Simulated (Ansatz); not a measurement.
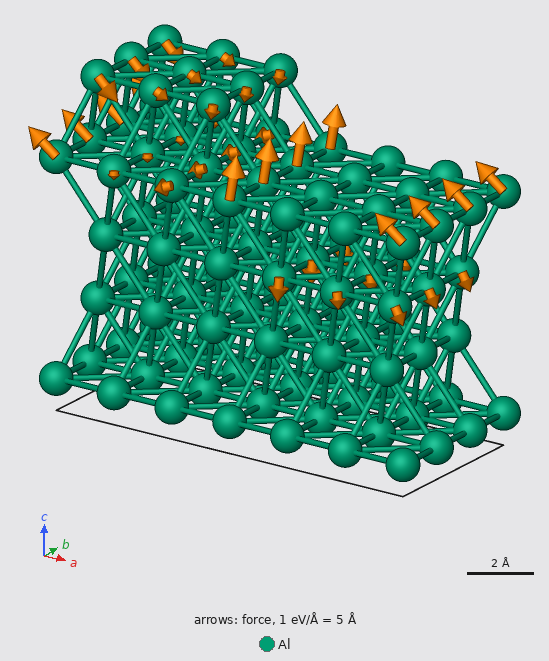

Starting geometry of a slab of composition Al (cut from the Fm-3m phase) with the computed forces as orange arrows. A ball-and-stick model of the 1 × 3 repeat of the cell, outlined in the plane, without the vacuum, seen slightly off an axis.

Case: stripe over 3 of 6 cells, two steps. 12 atoms are held fixed.

Level of theory: Ansatz 0.2.0, DFT PBEsol, scalar-relativistic, plane waves, PAW. Set-up: plane-wave cutoff 420 eV; k-point mesh 2 × 12 × 1; occupations gaussian; smearing width 0.1 eV; no spin polarisation; dipole correction; atoms relaxed in a fixed cell; force threshold 0.02 eV/Å; at most 45 steps.

Q: What follows when this structure is relaxed?

A: It isn't relaxed: the largest force vector, on an Al atom, is 0.29 eV/Å. The final displacements follow the starting forces only in part (cosine between the two patterns 0.79). The energy falls by 60.4 meV per cell of the calculation in 2 geometry steps. Largest force component: 0.28 eV/Å at the start, 0.016 eV/Å at the end. The largest move is that of an Al atom, 0.14 Å at 60° to the normal (−c side). The cell stays as it was. Some distances before and after: Al–Al 2.839 → 2.735 Å, Al–Al 2.839 → 2.931 Å, Al–Al 2.839 → 2.909 Å, Al–Al 2.839 → 2.772 Å.
